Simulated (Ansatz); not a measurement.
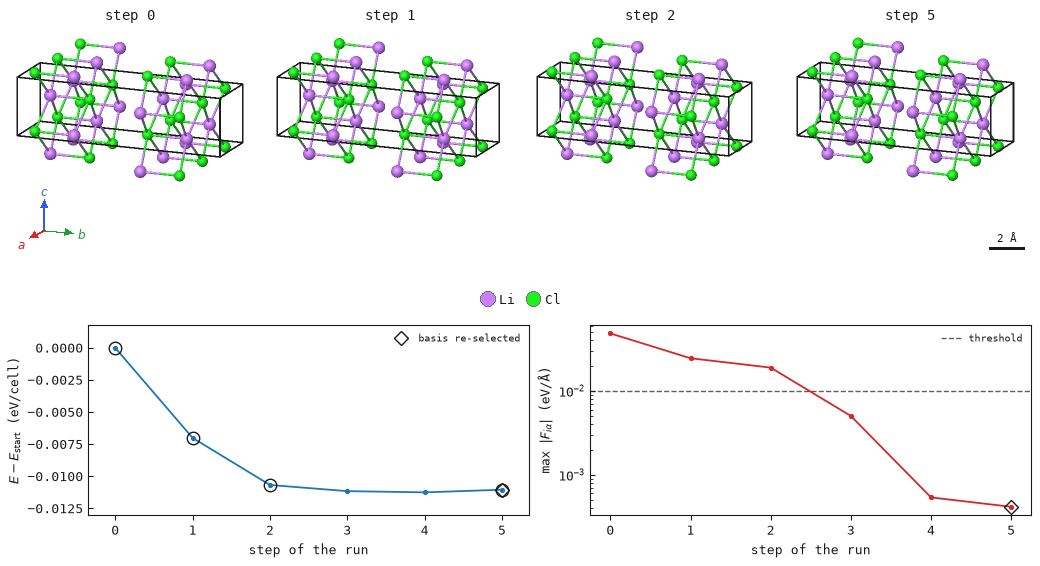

Frames of a relaxation of a crystal of LiCl (built on the InSe-12 type type), marked on the history of the run. A ball-and-stick model of the conventional cell (2 times the calculation's cell), seen slightly off an axis. Lengths and directions refer to the drawn axes.

Level of theory: Ansatz 0.2.0, DFT, r2SCAN+rVV10, plane waves, PAW. Settings: plane-wave cutoff 500 eV; k-point mesh 8 × 8 × 8; occupations fermi dirac; smearing width 0.03 eV; no spin polarisation; cell and atoms relaxed; force threshold 0.01 eV/Å; at most 120 steps.

Q: What happens along the run?

A: The largest moves relative to the cell, 0.072 Å, are those of Li atoms. By element the largest moves are Li 0.072 Å, Cl 0.059 Å. Cell: a 3.467 → 3.473 Å (+0.2 %), b 12.626 → 12.046 Å (−4.6 %), c 3.491 → 3.516 Å (+0.7 %). Volume −3.7 %. Some distances before and after: Cl–Li 2.444 → 2.463 Å, Cl–Li 2.474 → 2.482 Å. The space group stays Cmcm (No. 63). Over 4 accepted moves (5 points after the start) the energy falls by 11.0 meV per cell of the calculation. Largest force component: 0.048 eV/Å at the start, 0.00042 eV/Å at the end. The pressure goes from 0.18 to 0.00 GPa. The SCF was repeated once at an unchanged geometry on a basis and grid sized afresh for the cell, which shifted the energy by 0.2 meV per cell of the calculation at most. The run took 53 s on 2 threads of AMD EPYC 7R13 Processor (Zen 3) (shared host), peak memory 0.93 GiB. From step 0 to 1: Cl atoms move most (0.03 Å), volume −1.4 %, energy −7.0 meV per cell of the calculation. From step 1 to 2: Li atoms move most (0.06 Å), volume −3.0 %, energy −3.7 meV per cell of the calculation. From step 2 to 5: Li atoms move most (0.02 Å), volume +0.6 %, energy −0.4 meV per cell of the calculation.

```csv
step,"E − E(0), meV/atom","largest force component, eV/Å","pressure, GPa","volume, Å³/atom",note
0,0.00,0.0484,0.18,19.102,
1,-1.75,0.0245,-0.04,18.835,
2,-2.67,0.0189,-0.06,18.272,
3,-2.79,0.0050,-0.05,18.447,
4,-2.81,0.0005,0.00,18.389,
5,-2.76,0.0004,0.00,18.389,"same geometry, new basis"
```
